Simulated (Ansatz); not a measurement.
System: Zn₂O₃, space group Pn-3m (No. 224) (one of a set of cubic test structures, which need not be the stable phase).

Computed with Ansatz 0.2.0 development build: equation of state of a cubic crystal from periodic Kohn-Sham density functional theory without spin, third-order Birch-Murnaghan fit to the free energies; pressure corrected for the finite basis. Level: PBE.

```tsv
setting	value
structure type	cubic X2O3
atoms in cell	10
space group number	224
lattice centring	simple cubic
k mesh	8×8×8
occupation method	Fermi–Dirac
occupation width	0.06123 eV
wave cutoff	700 eV
datasets	hard PAW
density tolerance	1e-09 eV
bands	68
density cutoff ratio	4
search for lower states	default
```

What does the calculation give for the energy above the lowest point and pressure against volume? The volume takes the values 10.65, 10.87, 11.10, 11.33, 11.55, 11.78, 12.01 Å³/atom.

A third-order Birch–Murnaghan fit gives V0 = 11.33 Å³/atom, B0 = 131 GPa and B′ = 4.6. The energy above the lowest point is 18.7 meV/atom at volume 10.65 Å³/atom and 15.0 meV/atom at 12.01 Å³/atom; the lowest computed point is at volume 11.33 Å³/atom (0.0 meV/atom). The pressure falls from 9.4 GPa at volume 10.65 Å³/atom to −6.7 GPa at 12.01 Å³/atom, and changes sign near 11.33 Å³/atom.

```json
{"volume (Å³/atom)": "10.65", "energy above the lowest point (meV/atom)": "18.7", "pressure (GPa)": "9.4"}
{"volume (Å³/atom)": "10.87", "energy above the lowest point (meV/atom)": "8.0", "pressure (GPa)": "5.9"}
{"volume (Å³/atom)": "11.10", "energy above the lowest point (meV/atom)": "1.9", "pressure (GPa)": "2.8"}
{"volume (Å³/atom)": "11.33", "energy above the lowest point (meV/atom)": "0.0", "pressure (GPa)": "0.0"}
{"volume (Å³/atom)": "11.55", "energy above the lowest point (meV/atom)": "1.8", "pressure (GPa)": "-2.5"}
{"volume (Å³/atom)": "11.78", "energy above the lowest point (meV/atom)": "6.9", "pressure (GPa)": "-4.7"}
{"volume (Å³/atom)": "12.01", "energy above the lowest point (meV/atom)": "15.0", "pressure (GPa)": "-6.7"}
```

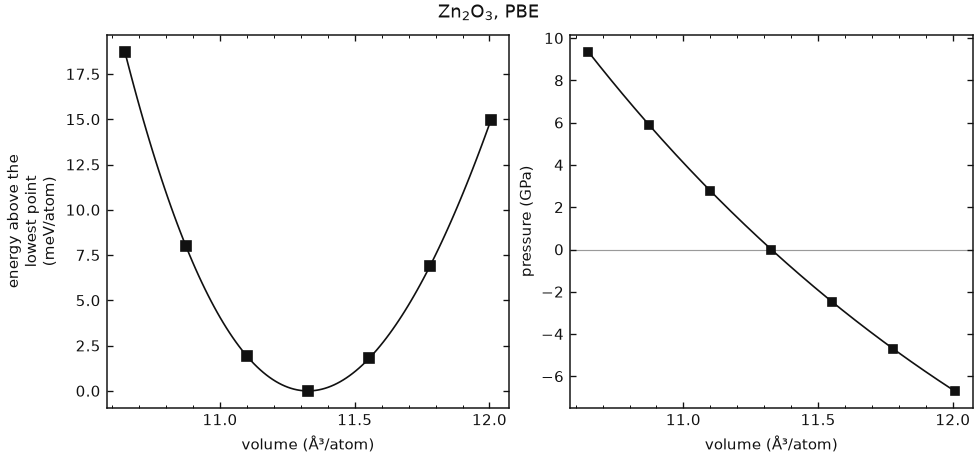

Limits of the calculation: cubic model structure, not the ambient form; modest k-mesh, values are not fully converged in k.
